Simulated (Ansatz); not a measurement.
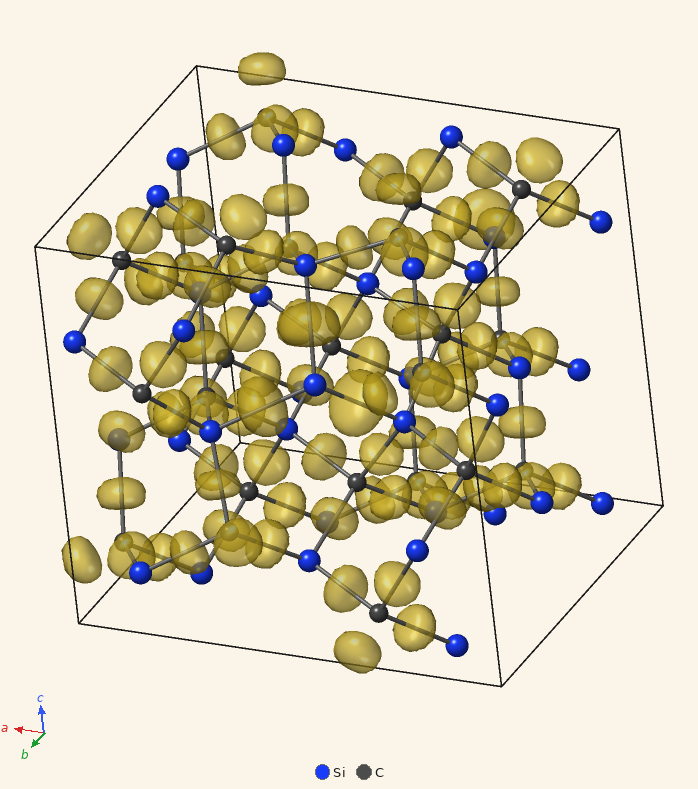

Figure 1: Si₂₅C₂₃ (cell charge +1, with a compensating background) (cell with a defect). Isosurface of the ELF at 0.85 (yellow), seen at an oblique angle. Only the valence region is drawn (cores and ρ < 0.01 e/Å³ removed). Sticks mark near contacts.

Spin-polarised.

Method: DFT PBE, scalar-relativistic, plane waves, PAW in Ansatz 0.2.0.

Core electrons are frozen (PAW), and the valence fields are smoothed inside the atomic spheres.

Input file:

```
crystal:
  lattice:
    - [3.0919365161, 5.3553911397, 5.0742922929]
    - [-6.1838730322, 0.0, 5.0742922929]
    - [3.0919365161, -5.3553911397, 5.0742922929]
  atoms:
    - { symbol: Si, position: [0.3156375728, 0.6489709061, 0.4823042394], spin: 0.2 }
    - { symbol: Si, position: [0.6653598672, 0.9986932005, 0.8320265338] }
    - { symbol: Si, position: [0.5015177921, 0.8334914164, 0.1703040292] }
    - { symbol: Si, position: [0.500158083, 0.3369706959, 0.6681844588] }
    - { symbol: Si, position: [0.3329420088, 0.1678327238, 1.0027257605] }
    - { symbol: Si, position: [0.6654426241, 0.4991499726, 0.3322680472] }
    - { symbol: Si, position: [1.0036373625, 0.8348511255, 0.6668247497] }
    - { symbol: Si, position: [0.8360590939, 0.6662753421, 1.0011660571] }
    - { symbol: Si, position: [0.1656013805, 0.9987759574, 0.3324833059] }
    - { symbol: Si, position: [0.8344993905, 0.1693924272, 0.4996086754] }
    - { symbol: Si, position: [0.1658166392, 0.4989347139, 0.8321092908] }
    - { symbol: Si, position: [0.9995318317, 0.332865165, 0.1661984984] }
    - { symbol: Si, position: [0.5063224893, 0.650953749, 0.8622737509], spin: 0.2 }
    - { symbol: Si, position: [0.8356390492, 1.0012724399, 0.1618319263] }
    - { symbol: Si, position: [0.6956070842, 0.8396558226, 0.4842870823], spin: 0.2 }
    - { symbol: Si, position: [0.6679391066, 0.328498593, 1.0023057159] }
    - { symbol: Si, position: [0.4997045399, 0.1667270533, 0.3354616021] }
    - { symbol: Si, position: [0.83339372, 0.5021282688, 0.6663712066] }
    - { symbol: Si, position: [0.1687949355, 0.8330378732, 1.0000603866] }
    - { symbol: Si, position: [0.9990509407, 0.6644229031, 0.3277289713] }
    - { symbol: Si, position: [0.3176204156, 1.0289404175, 0.6729891559], spin: 0.2 }
    - { symbol: Si, position: [0.9951652597, 0.1689723826, 0.8346057733] }
    - { symbol: Si, position: [0.3310895697, 0.4943956379, 0.1657176074] }
    - { symbol: Si, position: [0.1610623046, 0.3323842741, 0.4977562364] }
    - { symbol: Si, position: [0.4580463497, 0.7913796831, 0.6247130164], spin: 0.2 }
    - { symbol: C, position: [0.7908156281, 0.1241489614, 0.9574822948] }
    - { symbol: C, position: [0.6299026026, 0.9632591196, 0.286257566] }
    - { symbol: C, position: [0.6299257862, 0.4529242327, 0.7965692692] }
    - { symbol: C, position: [0.4589878413, 0.2898118528, 0.1271476708] }
    - { symbol: C, position: [0.7969676585, 0.6209966393, 0.4536309194] }
    - { symbol: C, position: [0.1195908994, 0.9632359359, 0.7965924529] }
    - { symbol: C, position: [0.9604810041, 0.7923211746, 0.1231451862] }
    - { symbol: C, position: [0.2869642528, 0.1303009918, 0.4543299727] }
    - { symbol: C, position: [0.9564785195, 0.2938143375, 0.6256545079] }
    - { symbol: C, position: [0.287663306, 0.6202975861, 0.9636343252] }
    - { symbol: C, position: [0.1243753501, 0.4577086835, 0.2910420168] }
    - { symbol: C, position: [0.287027551, 0.4506684014, 0.6241375259] }
    - { symbol: C, position: [0.629511873, 0.7921311107, 0.9666609368] }
    - { symbol: C, position: [0.4574708593, 0.6203608843, 0.2840017348] }
    - { symbol: C, position: [0.4587977774, 0.1333276035, 0.7961785396] }
    - { symbol: C, position: [0.293635715, 0.9580675042, 0.1256927575] }
    - { symbol: C, position: [0.6247341709, 0.2923594242, 0.4603023816] }
    - { symbol: C, position: [0.9590260908, 0.6269690483, 0.7914008376] }
    - { symbol: C, position: [0.7920990856, 0.4574697818, 0.1251054974] }
    - { symbol: C, position: [0.1173350681, 0.7908041926, 0.4536942177] }
    - { symbol: C, position: [0.7999942701, 0.9628452063, 0.6254644441] }
    - { symbol: C, position: [0.1241364485, 0.2917721641, 0.9587657523] }
    - { symbol: C, position: [0.9584388308, 0.125432419, 0.2908031152] }
  host:
    lattice:
      - [3.0919365161, 0.0, 0.0]
      - [-1.545968258, 2.6776955698, 0.0]
      - [0.0, 0.0, 5.0742922929]
    atoms:
      - { symbol: Si, position: [0.3333333333, 0.6666666667, 0.4995817072] }
      - { symbol: Si, position: [0.6666666667, 0.3333333333, 0.9995817072] }
      - { symbol: C, position: [0.3333333333, 0.6666666667, 0.8754182928] }
      - { symbol: C, position: [0.6666666667, 0.3333333333, 0.3754182928] }
total_charge: 1
basis:
  ecutwfc: 420
  xc_grid: 2
kpoints:
  mp_grid: { grid: [2, 2, 2], shift: [0.5, 0.5, 0.5] }
hamiltonian:
  xc: pbe
scf:
  occupations: { method: gaussian, width: 0.01 }
output:
  forces: true
  stress: false
  eigenvalues: true
  populations: true
  charged_corrections:
    defect_position: [0.45847276, 0.7918061, 0.62513943]
    epsilon: [[10.2148, 0.0, 0.0], [0.0, 10.2148, 0.0], [0.0, 0.0, 11.3838]]
  write_density: true
  write_potential: true
  elf: true
  volumetric_format: npy
magnetization:
  spin_polarized: true
relax:
  adjacent_minimum: "off"
  f_tol: 0.025
  max_steps: 45
```

Launched as:

```sh
ansatz run input.yaml --threads 4 --pin off --max-ram 6144MiB --backend cpu --events-out ev --progress --plain --runs-dir out
```

The fields are those of the relaxed geometry.

> What do the ELF domains correspond to?

The surface consists of 92 regions between bonded C–Si atoms and four regions between bonded Si–Si atoms, counted in one cell of 48 atoms. Regions shared between cells count once.

Values along the shortest contacts:
Si–C (1.87 Å): the ELF peaks at about 0.90 between the atoms. Si–Si (2.17 Å): the ELF peaks at about 1 between the atoms.

> Does the calculation give a band gap?

It is gapless in this calculation (a metal or semimetal).
